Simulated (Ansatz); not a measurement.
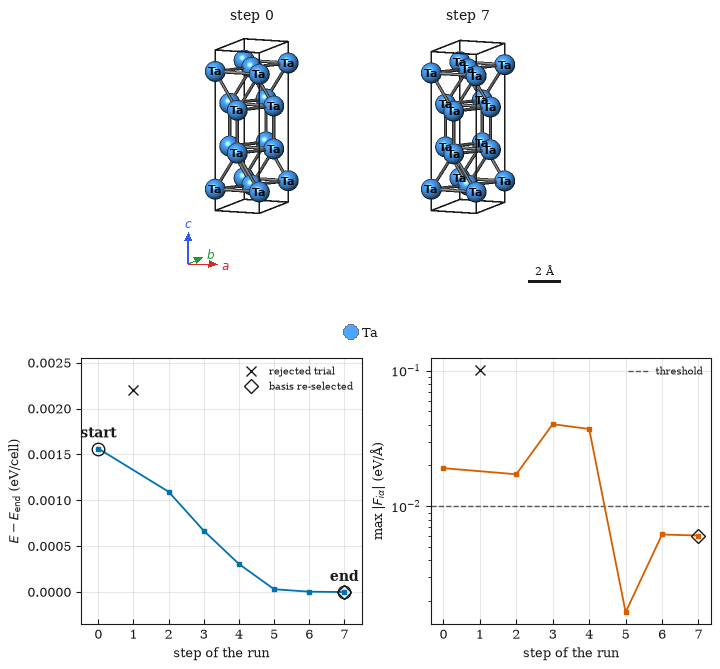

First and last geometry of a relaxation of crystalline Ta (built on the alpha-gallium_64 type), with the history of the run. The picture is a ball-and-stick view of the conventional cell (4 times the calculation's cell), seen slightly off an axis. Lengths and directions refer to the drawn axes.

Case: alpha-gallium type (Cmce, No. 64).

The calculation used Ansatz 0.2.0, DFT r2SCAN, scalar-relativistic, plane waves, PAW. Set-up: plane-wave cutoff 500 eV; k-point mesh 22 × 22 × 22; occupations gaussian; smearing width 0.1 eV; no spin polarisation; cell and atoms relaxed; force threshold 0.01 eV/Å; at most 80 steps.

Q: What do the curves and the structures tell?

A: It converged. Over 5 accepted moves (7 points after the start) the energy falls by 1.6 meV per cell of the calculation. The largest force component goes from 0.019 to 0.0061 eV/Å. Pressure: 0.34 GPa at the start and −0.04 GPa at the end. The line search rejected the trial step at point 1 of the run. At 1 point the geometry stayed and the basis and grid were re-selected for the new cell (energy shift of less than 0.05 meV per cell of the calculation at most each time). The largest moves relative to the cell, 0.007 Å, are those of Ta atoms. The drawn cell changes at constant volume: a 3.007 → 3.062 Å (+1.8 %), b 4.867 → 4.829 Å (−0.8 %), c 10.295 → 10.194 Å (−1.0 %). Among the contacts that change: Ta–Ta 3.007 → 3.062 Å, Ta–Ta 3.416 → 3.376 Å, Ta–Ta 2.830 → 2.812 Å, Ta–Ta 2.751 → 2.738 Å. The space group stays Fmmm (No. 69).

```csv
step,"E − E(0), meV/atom","largest force component, eV/Å","pressure, GPa","volume, Å³/atom",note
0,0.00,0.0191,0.34,18.835,
1,0.32,0.1012,-1.32,18.981,rejected
2,-0.24,0.0172,-0.16,18.875,
3,-0.45,0.0403,-0.52,18.898,
4,-0.63,0.0372,-0.52,18.888,
5,-0.77,0.0017,0.30,18.803,
6,-0.78,0.0062,-0.04,18.839,
7,-0.78,0.0061,-0.04,18.839,"same geometry, new basis"
```
